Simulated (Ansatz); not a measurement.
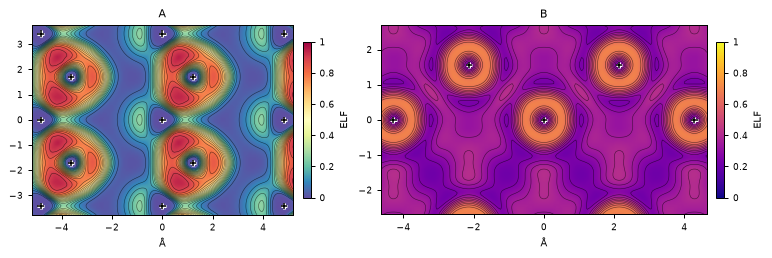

The ELF of 2 systems, each on a plane through atoms (crosses mark nuclei in the plane).

These are results of DFT PBEsol, scalar-relativistic, plane waves, PAW (Ansatz), not measurements.

System 1: Os, the (110) plane of the conventional cell. Space group P6₃/mmc; changed on purpose from its base cell (volume × 0.98, shape and atoms relaxed); computed pressure about 9 GPa in this cell; computed without spin polarisation.

```xyz
2
Lattice="2.7097 0.0000 0.0000 -1.3549 2.3467 0.0000 0.0000 0.0000 4.2853" Properties=species:S:1:pos:R:3 pbc="T T T"
Os    0.0000    1.5645    1.0713
Os    1.3549    0.7822    3.2139
```

System 2: BeS, the (011) plane of the conventional cell. Space group F-43m.

```
Be S
1.0
     4.83799    0.00000    0.00000
     0.00000    0.00000   -4.83799
     0.00000    4.83799    0.00000
Be S
4 4
Direct
  0.50000 0.50000 0.00000
  0.00000 0.50000 0.50000
  0.00000 0.00000 0.00000
  0.50000 0.00000 0.50000
  0.25000 0.75000 0.25000
  0.75000 0.75000 0.75000
  0.75000 0.25000 0.25000
  0.25000 0.25000 0.75000
```

Which map belongs to which system?

Answer. Panel A is system 2, BeS: the plane holds Be and S. Be–S (2.09 Å): the ELF peaks at about 0.95 between the atoms, as expected for a shared but strongly polarised pair. Panel B is system 1, Os: the plane holds Os. Os–Os (2.65 Å): the ELF is about 0.40 at the midpoint.
